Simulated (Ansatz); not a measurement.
# Two runs on Ge3Si

System: Ge3Si (4 atoms in the cell).
Method of run A: DFT LDA, scalar-relativistic, plane waves, PAW, no spin polarisation (Ansatz 0.2.0).

The structure was made by a generator, so it may or may not be a known phase. Text and figures count atoms from 1; the logs count them from 0 in places.

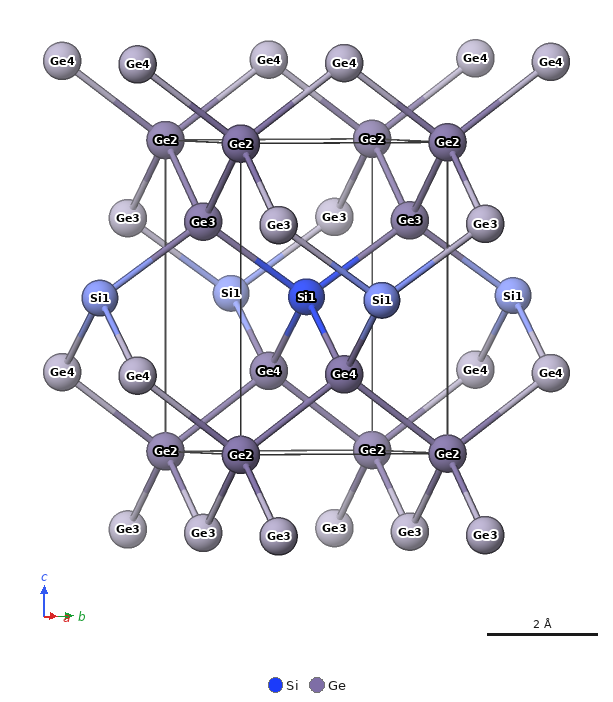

The structure as given in the input (ball-and-stick view of the cell of the calculation, seen at an oblique angle; neighbours outside the cell are drawn fainter; atoms are numbered from 1 in the order of the input). An atom can appear more than once, as a periodic image. Near neighbours in the periodic cell (some may lie outside the picture): Si has 4 Ge at 2.44 Å; Ge has 4 Ge at 2.48 Å; Ge has 2 Ge at 2.48 Å and 2 Si at 2.44 Å.

## The input, run A
```yaml
crystal:
  lattice:
    - [4.0126314324, 0.0, 0.0]
    - [0.0, 4.0126314324, 0.0]
    - [0.0, 0.0, 5.6797824734]
  atoms:
    - { symbol: Si, position: [0.5, 0.5, 0.5] }
    - { symbol: Ge, position: [0.0, 0.0, 0.0] }
    - { symbol: Ge, position: [0.5, 0.0, 0.743543941] }
    - { symbol: Ge, position: [0.0, 0.5, 0.256456059] }
basis:
  ecutwfc: 420
kpoints:
  mp_grid: { grid: [10, 10, 6] }
  band_path:
    path:
      - [[0.0, 0.0, 0.0], [0.0, 0.5, 0.0], [0.5, 0.5, 0.0], [0.0, 0.0, 0.0], [0.0, 0.0, 0.5], [0.0, 0.5, 0.5], [0.5, 0.5, 0.5], [0.0, 0.0, 0.5]]
      - [[0.0, 0.5, 0.0], [0.0, 0.5, 0.5]]
      - [[0.5, 0.5, 0.0], [0.5, 0.5, 0.5]]
    npoints: 14
hamiltonian:
  xc: lda
scf:
  occupations: { method: gaussian, width: 0.01 }
  n_extra_bands: 10
output:
  forces: true
  stress: true
  eigenvalues: true
  populations: true
  dos: { projected: true, de: 0.02, nscf_kmesh: { grid: [12, 12, 8] } }
  bader: true
  write_density: true
  write_potential: true
  elf: true
  volumetric_format: npy
```

Command:
```bash
ansatz run input.yaml --threads 1 --pin off --max-ram 2560MiB --backend cpu --events-out ev --progress --plain --runs-dir out
```

Hardware: 1 thread of Intel Xeon @ 2.50GHz (Skylake/Cascade Lake), 189 GiB of memory available, shared host.

## Output, shortened to warnings, some set-up lines, iterations and results (run A)
```
Basis set: ecut = 420 eV, 1803 PW (Γ)
Symmetry: 8 space group operations
k-points: 84 of 600 (time reversal used)
Initial density: superposition of atomic densities (neutral atoms: chi_scale 0, normalization atom), corrected by the library's trained network
[...]
SCF iter   1: F=—  HF=-13255.699545 eV  |F-HF|=—  |Δ(HF+E_count)|=         —  Δρ=5.02e-3  dr2=1.59e-2  ethr=1.77e-3  ⟨swp⟩=6.2  Hψ=12528  notcnv=0  defer=2
SCF iter   2: F=—  HF=-13255.694836 eV  |F-HF|=—  |Δ(HF+E_count)|=   4.71e-3  Δρ=2.81e-3  dr2=3.44e-3  ethr=3.46e-5  ⟨swp⟩=2.2  Hψ=4041  notcnv=0  defer=295
SCF iter   3: F=—  HF=-13255.694649 eV  |F-HF|=—  |Δ(HF+E_count)|=   1.87e-4  Δρ=6.85e-4  dr2=5.32e-4  ethr=7.49e-6  ⟨swp⟩=2.0  Hψ=4952  notcnv=0  defer=296
SCF iter   4: F=—  HF=-13255.694307 eV  |F-HF|=—  |Δ(HF+E_count)|=   3.42e-4  Δρ=2.11e-4  dr2=4.39e-5  ethr=1.16e-6  ⟨swp⟩=2.0  Hψ=4952  notcnv=0  defer=296
SCF iter   5: F=—  HF=-13255.694311 eV  |F-HF|=—  |Δ(HF+E_count)|=   3.67e-6  Δρ=4.27e-5  dr2=2.44e-6  ethr=9.55e-8  ⟨swp⟩=2.1  Hψ=3987  notcnv=0  defer=296
SCF iter   6: F=—  HF=-13255.694312 eV  |F-HF|=—  |Δ(HF+E_count)|=   8.02e-7  Δρ=1.42e-5  dr2=1.64e-7  ethr=5.31e-9  ⟨swp⟩=3.0  Hψ=4616  notcnv=0  defer=296
SCF iter   7: F=-13255.694312 eV  HF=-13255.694312 eV  |F-HF|=7.19e-8  |Δ(HF+E_count)|=   7.82e-8  Δρ=5.49e-6  dr2=2.94e-8  ethr=2.17e-10  ⟨swp⟩=12.9  Hψ=19557  notcnv=0
SCF 1 converged in 7 iterations: F = -13255.694312 eV  dr2 = 2.94e-8
NSCF: frozen V_eff on 129 k-points
NSCF: frozen V_eff on 140 k-points
SCF converged after 7 iterations
Free energy (F): -13255.694312 eV
Harris-Foulkes:  -13255.694312 eV  (|F-HF|=7.19e-8)
Internal energy: -13255.694298 eV  (E = F + TS)
E sigma→0 (E₀):  -13255.694305 eV
Entropy (-TS):   -0.000014 eV (-0.004 meV/atom)
Fermi energy:    7.291845 eV
--- Per-component energies (eV) ---
  E_band       = -490.038500
  E_kinetic    = 373.996394
  E_local      = -7918.525536  (includes V_loc(G=0)·N_el)
  E_nonlocal   = 1291.067077
  E_hartree    = 3479.267853
  E_xc         = -279.467431
  E_vxc        = -241.309136  (∫ρ·V_xc dr)
  E_paw        = -6309.873671  (= ΣΔE_a)
  E_vpaw       = -953.807018  (= ΣTr[D̂ρ^β])
  E_aug_tail   = 0.000942  (compensation charges beyond the density's cutoff)
  E_ewald      = -3897.969236
  E_core_change = 5.809309  (= ΣΔE_core)
  E_smearing   = -0.000014  (= −TS)
  E_closure    = 0.000000  (closes the sum)
  Σ components = -13255.694312   (vs F -13255.694312, Δ=0.00e0)
--- Forces (eV/Å), atoms counted from 1 ---
  atom   1  Si    -0.00000000     0.00000000     0.00000000
  atom   2  Ge    -0.00000000     0.00000000     0.00000000
  atom   3  Ge     0.00000000     0.00000000     0.06711427
  atom   4  Ge     0.00000000     0.00000000    -0.06711427
  max |Σ_I F_I| component: 4.16e-17 eV/Å
--- Stress (GPa, compression-positive) ---
       -4.265173       0.000000      -0.000000
        0.000000      -4.265173       0.000000
       -0.000000       0.000000      -4.373802
  P = ⅓ Tr σ = -4.3014 GPa (-43.014 kbar)
--- Löwdin populations: 4 sites ---
  site symbol       q [e]
     0     Si      3.8770
     1     Ge     13.9778
     2     Ge     14.0275
     3     Ge     14.0275
  spilling = 0.001963 (of n_electrons = 46.000000)
--- Bader charges: 4 sites ---
  site symbol  charge [e]  shift [e]
     0     Si      0.2603     0.0025
     1     Ge      0.0017     0.0001
     2     Ge     -0.1310     0.0013
     3     Ge     -0.1310     0.0013
  estimated error of the sums over rays = 2.1e-4 e
```

Run B used a changed input.

## The two runs side by side

```tsv
quantity	run A	run B
outcome	converged	converged
free energy per atom (eV)	−3313.9236	−3380.1737
gap on the mesh (eV)	0.02	0.16
pressure (GPa)	−4.30	0.01
largest force (eV/Å)	0.067	0.000
SCF iterations	7	7
irreducible k-points	84	84
plane waves at Γ	1803	1803
wall time (shared host)	3.4 min	4.2 min
```

Which change of the input explains these differences?

The change (lines with − go, lines with + come):
```diff
-  xc: lda
+  xc: pbe
```

The total energies belong to different methods, so their difference says nothing on which is more stable or more accurate. The gap on the mesh goes from 0.02 to 0.16 eV. The pressure goes from −4.30 to 0.01 GPa. The largest force goes from 0.067 to 0.000 eV/Å. The functional changes from LDA to PBE. Along LDA, PBEsol, PBE and RPBE the binding weakens and the preferred volume grows, so the same cell is under more pressure with the later ones. The number of SCF iterations is the same.

## Output, shortened to warnings, some set-up lines, iterations and results (run B)
```
Basis set: ecut = 420 eV, 1803 PW (Γ), exchange–correlation on 54×54×80 points (8 copies of the dense FFT grid, shifted against one another)
Symmetry: 8 space group operations
k-points: 84 of 600 (time reversal used)
Initial density: superposition of atomic densities (neutral atoms: chi_scale 0, normalization atom), corrected by the library's trained network
[...]
SCF iter   1: F=—  HF=-13520.695786 eV  |F-HF|=—  |Δ(HF+E_count)|=         —  Δρ=1.48e-3  dr2=2.29e-3  ethr=1.77e-3  ⟨swp⟩=6.3  Hψ=12503  notcnv=0  defer=2
SCF iter   2: F=—  HF=-13520.694929 eV  |F-HF|=—  |Δ(HF+E_count)|=   8.57e-4  Δρ=9.93e-4  dr2=9.28e-4  ethr=4.97e-6  ⟨swp⟩=2.0  Hψ=5913  notcnv=0  defer=301
SCF iter   3: F=—  HF=-13520.694842 eV  |F-HF|=—  |Δ(HF+E_count)|=   8.66e-5  Δρ=4.10e-4  dr2=2.10e-4  ethr=2.02e-6  ⟨swp⟩=2.0  Hψ=4942  notcnv=0  defer=301
SCF iter   4: F=—  HF=-13520.694922 eV  |F-HF|=—  |Δ(HF+E_count)|=   7.96e-5  Δρ=1.71e-4  dr2=1.73e-5  ethr=4.57e-7  ⟨swp⟩=2.0  Hψ=3558  notcnv=0  defer=301
SCF iter   5: F=—  HF=-13520.694941 eV  |F-HF|=—  |Δ(HF+E_count)|=   1.90e-5  Δρ=5.16e-5  dr2=1.66e-6  ethr=3.76e-8  ⟨swp⟩=2.0  Hψ=4387  notcnv=0  defer=301
SCF iter   6: F=—  HF=-13520.694943 eV  |F-HF|=—  |Δ(HF+E_count)|=   2.31e-6  Δρ=9.70e-6  dr2=1.37e-7  ethr=3.62e-9  ⟨swp⟩=2.0  Hψ=4403  notcnv=0  defer=301
SCF iter   7: F=-13520.694943 eV  HF=-13520.694943 eV  |F-HF|=2.69e-8  |Δ(HF+E_count)|=   2.83e-8  Δρ=5.50e-6  dr2=1.29e-8  ethr=2.17e-10  ⟨swp⟩=12.5  Hψ=17909  notcnv=0
SCF 1 converged in 7 iterations: F = -13520.694943 eV  dr2 = 1.29e-8
NSCF: frozen V_eff on 129 k-points
NSCF: frozen V_eff on 140 k-points
SCF converged after 7 iterations
Free energy (F): -13520.694943 eV
Harris-Foulkes:  -13520.694943 eV  (|F-HF|=2.69e-8)
Internal energy: -13520.694943 eV  (E = F + TS)
E sigma→0 (E₀):  -13520.694943 eV
Fermi energy:    7.642729 eV
--- Per-component energies (eV) ---
  E_band       = -472.906487
  E_kinetic    = 372.720218
  E_local      = -7900.592214  (includes V_loc(G=0)·N_el)
  E_nonlocal   = 1281.251856
  E_hartree    = 3477.340803
  E_xc         = -280.979556
  E_vxc        = -239.360063  (∫ρ·V_xc dr)
  E_paw        = -6572.467820  (= ΣΔE_a)
  E_vpaw       = -941.620166  (= ΣTr[D̂ρ^β])
  E_aug_tail   = 0.001006  (compensation charges beyond the density's cutoff)
  E_ewald      = -3897.969236
  E_smearing   = -0.000000  (= −TS)
  E_closure    = -0.000000  (closes the sum)
  Σ components = -13520.694943   (vs F -13520.694943, Δ=0.00e0)
--- Forces (eV/Å), atoms counted from 1 ---
  atom   1  Si    -0.00000000     0.00000000     0.00000000
  atom   2  Ge    -0.00000000     0.00000000     0.00000000
  atom   3  Ge     0.00000000     0.00000000    -0.00002059
  atom   4  Ge     0.00000000     0.00000000     0.00002059
  max |Σ_I F_I| component: 4.16e-17 eV/Å
--- Stress (GPa, compression-positive) ---
        0.030566       0.000000      -0.000000
        0.000000       0.030566       0.000000
       -0.000000       0.000000      -0.041206
  P = ⅓ Tr σ = 0.0066 GPa (0.066 kbar)
--- Löwdin populations: 4 sites ---
  site symbol       q [e]
     0     Si      3.9015
     1     Ge     13.9762
     2     Ge     14.0139
     3     Ge     14.0139
  spilling = 0.002054 (of n_electrons = 46.000000)
--- Bader charges: 4 sites ---
  site symbol  charge [e]  shift [e]
     0     Si      0.2147     0.0036
     1     Ge      0.0019     0.0001
     2     Ge     -0.1083     0.0019
     3     Ge     -0.1083     0.0019
  estimated error of the sums over rays = 2.3e-4 e
```
